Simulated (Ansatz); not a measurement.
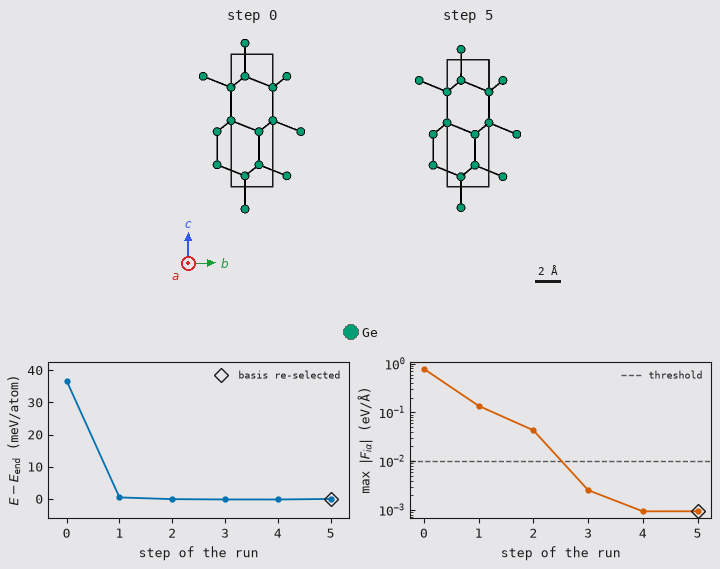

First and last geometry of a relaxation of crystalline Ge (set up in R-3m), with the history of the run. A ball-and-stick model of the conventional cell (3 times the calculation's cell), seen along the a axis. Lengths and directions refer to the drawn axes.

Case: film's bulk on the substrate's plane, third vector and atoms relaxed.

The calculation used DFT PBE, scalar-relativistic, plane waves, PAW (Ansatz). Set-up: plane-wave cutoff 420 eV; k-point mesh 9 × 9 × 10; occupations gaussian; smearing width 0.1 eV; no spin polarisation; cell relaxed at fixed a, b, gamma; force threshold 0.01 eV/Å; at most 50 steps.

Question: Read the history and describe the run.

Answer: It converged. The largest moves relative to the cell, 0.034 Å, are those of Ge atoms. The drawn cell changes as follows: a = b unchanged at 3.868 Å, c 10.620 → 10.186 Å (−4.1 %); the volume changes by −4.1 %. Among the contacts that change: Ge–Ge 2.655 → 2.479 Å, Ge–Ge 2.402 → 2.414 Å. Within 0.06 Å the space group is R-3m at the start and R-3m at the end; at a tighter tolerance small leftover displacements or strains of the cell lower it. After 4 accepted moves (5 points after the start) the energy has fallen by 36.7 meV per atom. Largest force component: 0.78 eV/Å at the start, 0.00094 eV/Å at the end. Pressure: 4.22 GPa at the start and 6.17 GPa at the end. At 1 point the geometry stayed and the basis and grid were re-selected for the new cell (energy shift of 0.2 meV per atom at most each time). Cost: 2.3 min on 1 thread of Intel(R) Xeon(R) Processor @ 2.50GHz (Skylake/Cascade Lake) (shared host), peak memory 0.48 GiB.
